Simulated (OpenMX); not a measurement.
**Zn: 7 runs along one coordinate**

System: Zn (Fm-3m, 1 atom in the cell).
Method: Kohn-Sham DFT of a periodic cell, PBE, OpenMX 2013 PBE set, no spin polarisation (OpenMX 3.8.5).

The 7 runs differ only in the geometry, by an even scaling of the cell at fixed fractional positions. The structure derives from a Materials Project entry.

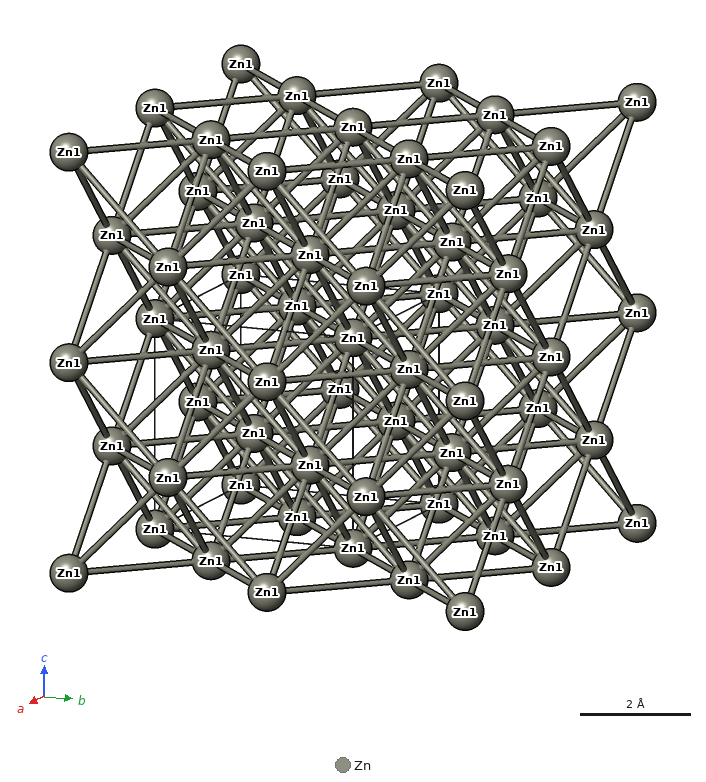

Figure 1. The structure of run 4 (ball-and-stick view of the cell 4 times as large as that of the calculation, set on its symmetry axes, repeated 2 × 2 × 2, seen slightly off an axis; atoms are numbered from 1 in the order of the input).

**Input of run 4**
```
System.CurrrentDirectory             ./
System.Name                          Zn
DATA.PATH                            ./DFT_DATA13
level.of.stdout                      1
level.of.fileout                     0
Species.Number                       1
<Definition.of.Atomic.Species
  Zn  Zn6.0H-s3p2d2          Zn_PBE13H
Definition.of.Atomic.Species>

Atoms.Number                         1
Atoms.SpeciesAndCoordinates.Unit     FRAC
<Atoms.SpeciesAndCoordinates
    1  Zn    0.0000000000    0.0000000000    0.0000000000  10.000 10.000
Atoms.SpeciesAndCoordinates>

Atoms.UnitVectors.Unit               Ang
<Atoms.UnitVectors
     0.0000000000    1.9647760000    1.9647760000
     1.9647760000    0.0000000000    1.9647760000
     1.9647760000    1.9647760000    0.0000000000
Atoms.UnitVectors>

scf.XcType                           GGA-PBE
scf.SpinPolarization                 off
scf.ElectronicTemperature            580.226
scf.energycutoff                     500.0
scf.maxIter                          100
scf.EigenvalueSolver                 band
scf.Kgrid                            13 13 13
scf.Mixing.Type                      rmm-diisk
scf.Init.Mixing.Weight               0.05
scf.Min.Mixing.Weight                0.001
scf.Max.Mixing.Weight                0.3
scf.Mixing.History                   25
scf.Mixing.StartPulay                8
scf.criterion                        1.0e-8
scf.stress.tensor                    on
MD.Type                              nomd
```

Command:
```bash
openmx Zn.dat -nt 1 > Zn.std
```

Lattice vectors (Å) and fractional positions of run 4:
```
   0.000000    1.964776    1.964776
   1.964776    0.000000    1.964776
   1.964776    1.964776    0.000000
Zn  0.000000  0.000000  0.000000
```

Run 6 has the same physical settings and fractional positions; its lattice vectors (Å) are:
```
   0.000000    1.990631    1.990631
   1.990631    0.000000    1.990631
   1.990631    1.990631    0.000000
```

**Results, with one run withheld**

| run | volume per atom (Å³) | free energy per atom, from the lowest run given (meV) |
| --- | --- | --- |
| 1 | 14.259 | 26.37 |
| 2 | 14.563 | 14.84 |
| 3 | 14.866 | 6.87 |
| 4 | 15.169 | 1.79 |
| 5 | 15.473 | 0.00 |
| 6 | 15.776 | ? |
| 7 | 16.080 | 3.10 |

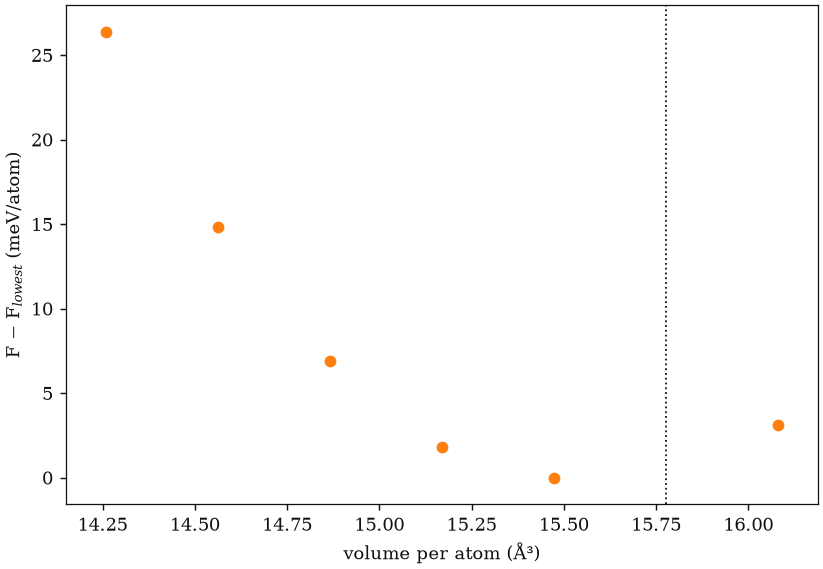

Figure 2. Free energy per atom of the runs given; the dotted line marks run 6.

What should run 6 give?

A cubic polynomial in V^(−2/3) (the Birch–Murnaghan form), fitted to the 6 runs given, misses them by at most 0.16 meV per atom. With x = V^(−2/3) − 0.16406 Å⁻², it reads F = 3.5255 + 2063.4 x + 2.871e+05 x² + 6.1696e+05 x³ (meV per atom). At run 6 it gives 0.37 meV per atom, and the run itself gives 0.81. The fit has its minimum at 15.563 Å³ per atom, where V d²F/dV² gives 66 GPa: the bulk modulus at this level, since symmetry fixes the shape and the positions.

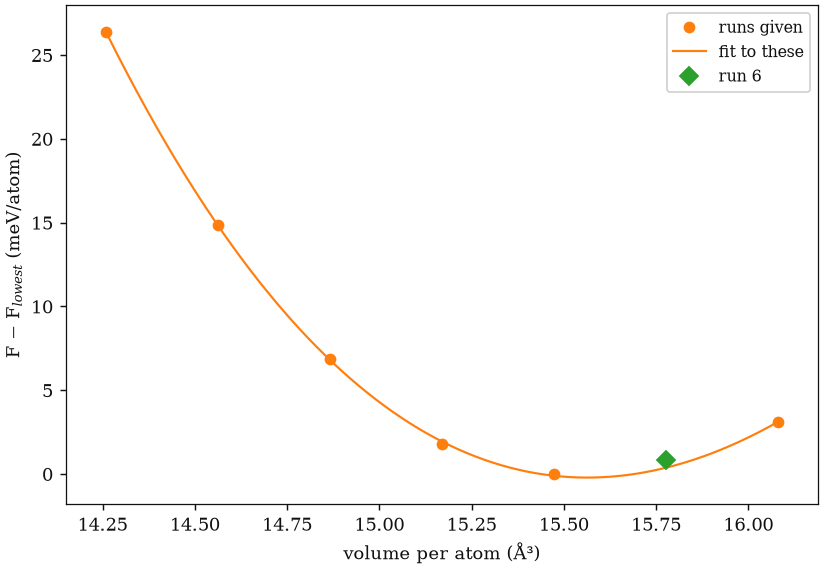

Figure 3. The fit and the withheld run.

**Some lines of the output (run 6)**
```
[...]
  Cell_Volume =    106.463067649153 (Bohr^3)
        Total energy (Hartree) at MD = 1
   kloop=0
   kloop=1
   kloop=1098
```

Notes: With a small basis of atomic orbitals these values can differ much from converged plane-wave results.
